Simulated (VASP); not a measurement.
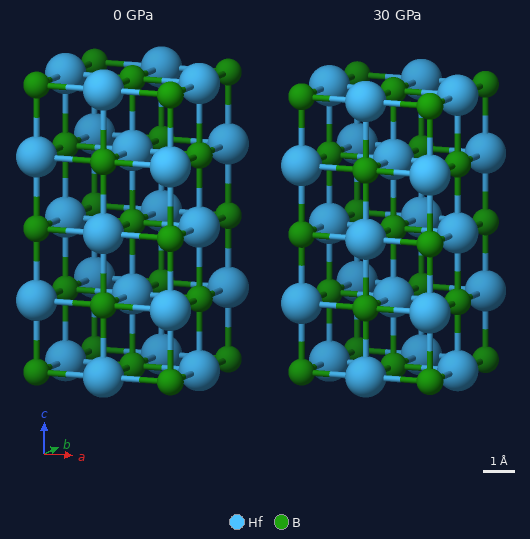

Solid HfB (set up in Fm-3m), relaxed (cell and atoms) at several target pressures. The picture shows the first and the last member. The picture is a ball-and-stick view of the conventional cell (4 times the calculation's cell), repeated 1 × 1 × 2 with one cell outlined, seen slightly off an axis. Lengths and directions refer to the drawn axes.

Computed with VASP 6.6.1: LDA, VASP PAW LDA potentials, recommended. Set-up: plane-wave cutoff 600 eV; k-point mesh 10 × 10 × 10; occupations fermi-dirac; smearing width 0.05 eV; no spin polarisation.

```tsv
pressure (GPa)	volume (Å³/atom)	a (Å)
0	13.460	4.757
2	13.320	4.741
5	13.123	4.717
10	12.824	4.681
20	?	?
30	11.885	4.564
```

Q: Fill in the missing row.

A: Murnaghan's form V = V₀(1 + B′P/B₀)^(−1/B′), with V₀ = 13.460 Å³ from the row at zero pressure, fits the other rows with B₀ = 188 GPa and B′ = 3.86 (largest miss 0.001 Å³). At 20 GPa it gives 13.460 × (1 + 3.86 × 20/188)^(−1/3.86) = 12.312 Å³ per atom. The calculation gives 12.313 Å³/atom (a = 4.618 Å). The estimate is 0.001 Å³/atom too low. From the first member to the last: Hf–Hf 3.364 → 3.227 Å, B–Hf 2.379 → 2.282 Å.

The whole series:

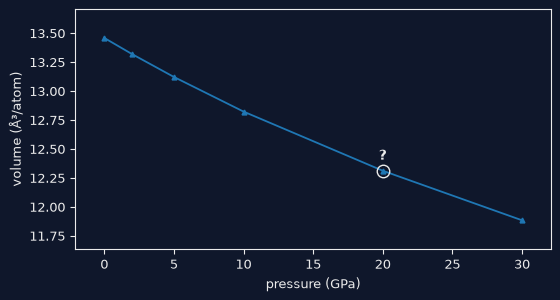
